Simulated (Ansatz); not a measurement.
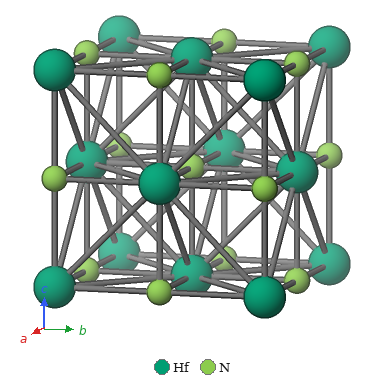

System: HfN, space group Fm-3m (No. 225). The picture shows the conventional cell.

Structure:
```
Hf N
1.0
     0.00000    2.25600    2.25600
     2.25600    0.00000    2.25600
     2.25600    2.25600    0.00000
Hf N
1 1
Direct
  0.00000 0.00000 0.00000
  0.50000 0.50000 0.50000
```

Computed with Ansatz 0.2.0: all-electron LAPW DFT, no spin polarisation; energies at scaled volumes of the given cell, shape and fractions fixed, counted from the fit's minimum, third-order Birch-Murnaghan fit. Level: LDA.

| setting | value |
| --- | --- |
| k mesh | 10×10×10 |
| occupations | Fermi–Dirac |
| smearing width | 0.05 eV |
| potentials | all electron LAPW, scalar relativistic |
| program settings | basis error eV/atom 0.001 |

Predict the energy against volume. The volume takes the values 10.79, 11.02, 11.25, 11.48, 11.71, 11.94, 12.17 Å³/atom.

A third-order Birch–Murnaghan fit gives V0 = 11.15 Å³/atom, B0 = 302 GPa and B′ = 4.3. The energy is 11.68 meV/atom at volume 10.79 Å³/atom and 74.70 meV/atom at 12.17 Å³/atom; the lowest computed point is at volume 11.25 Å³/atom (0.79 meV/atom), and no other minimum shows.

| volume (Å³/atom) | energy (meV/atom) |
| --- | --- |
| 10.79 | 11.68 |
| 11.02 | 1.50 |
| 11.25 | 0.79 |
| 11.48 | 8.59 |
| 11.71 | 24.02 |
| 11.94 | 46.29 |
| 12.17 | 74.70 |

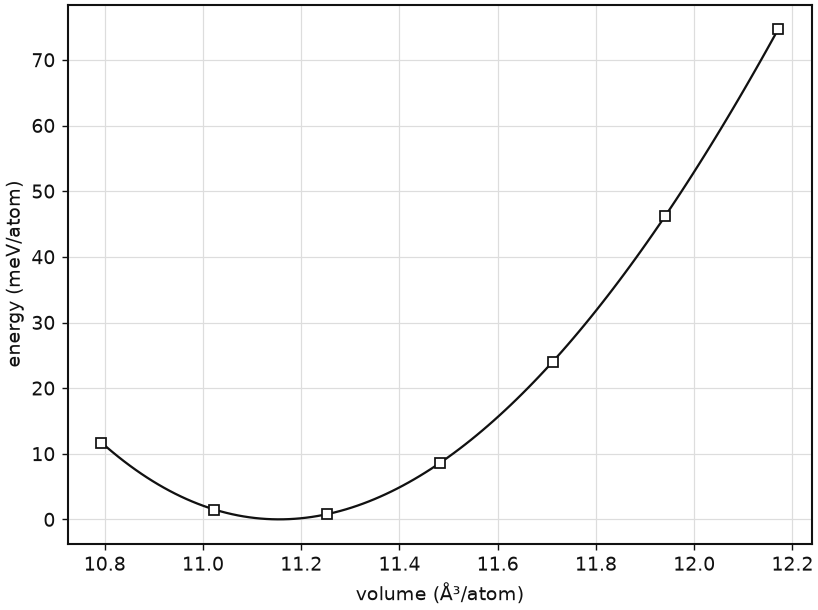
